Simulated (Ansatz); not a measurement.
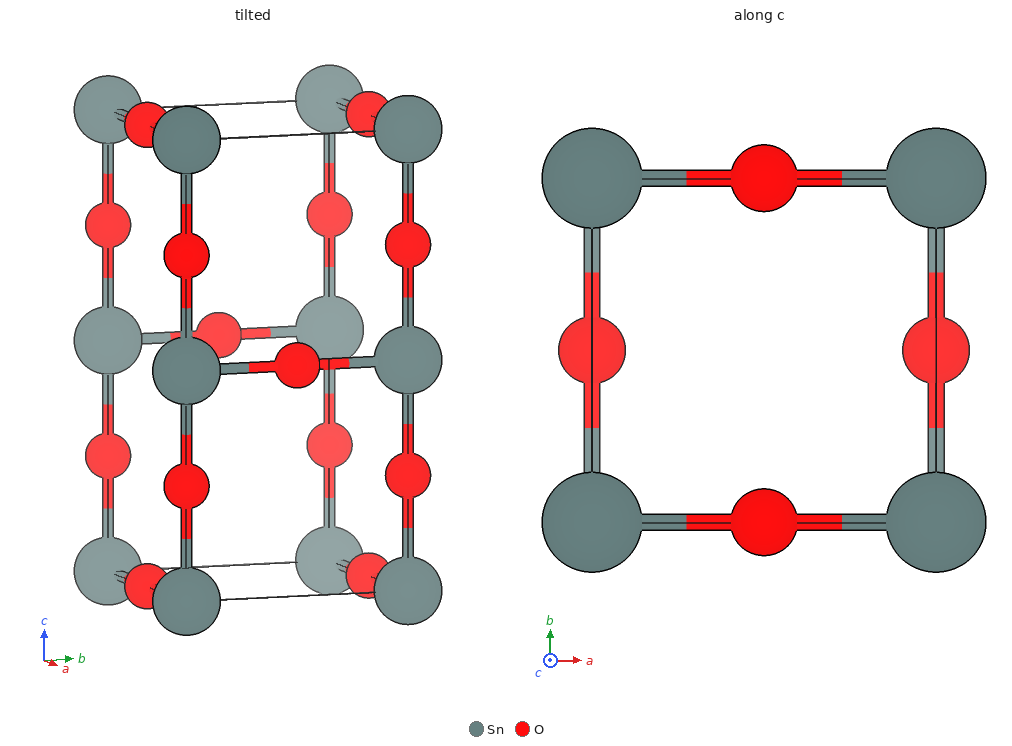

View slightly off an axis and along the c axis, drawn as a ball-and-stick model. Thin lines show the conventional unit cell, with boundary atoms drawn in all their periodic places. Cell: a = 3.95 Å, b = 3.95 Å, c = 7.83 Å, α = 90.00°, β = 90.00°, γ = 90.00°.

The model was built from a structure type filled with these elements by a generator (whether the compound takes this form wasn't checked). Earlier steps of the study may have refined or changed the cell and positions. An electronic-structure calculation with Ansatz was run on it.

### Characterise what is shown.

Its composition is SnO$_{2}$. The structure has P4_2/mmc (No. 131) symmetry and a primitive tetragonal lattice. It has 6 atoms to the cell (2 Sn, 4 O). Each Sn atom is coordinated by four O in a square planar arrangement at about 2.0 Å. O is surrounded by two Sn in a linear arrangement at about 2.0 Å. The bonds build a three-dimensional framework.

Computational set-up: Ansatz 0.2.0, DFT PBE, scalar-relativistic, plane waves, PAW, wavefunction cutoff 420 eV, a 10×10×6 mesh of k-points, Gaussian smearing of 0.1 eV, no spin polarisation.

### What is the electronic character?

A metal: bands cross the Fermi level.

### Give the Bader charge of each element.

Sn +2.28 e; O -1.14 e.

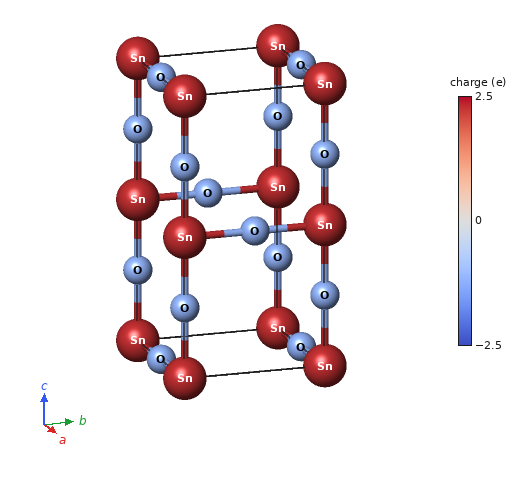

The atoms coloured by those charges. The run's cell of 6 atoms is drawn.

### Is this the optimised geometry for these settings?

Yes. All forces vanish to within 0.01 eV/Å. The pressure is 0.0 GPa, close to zero.
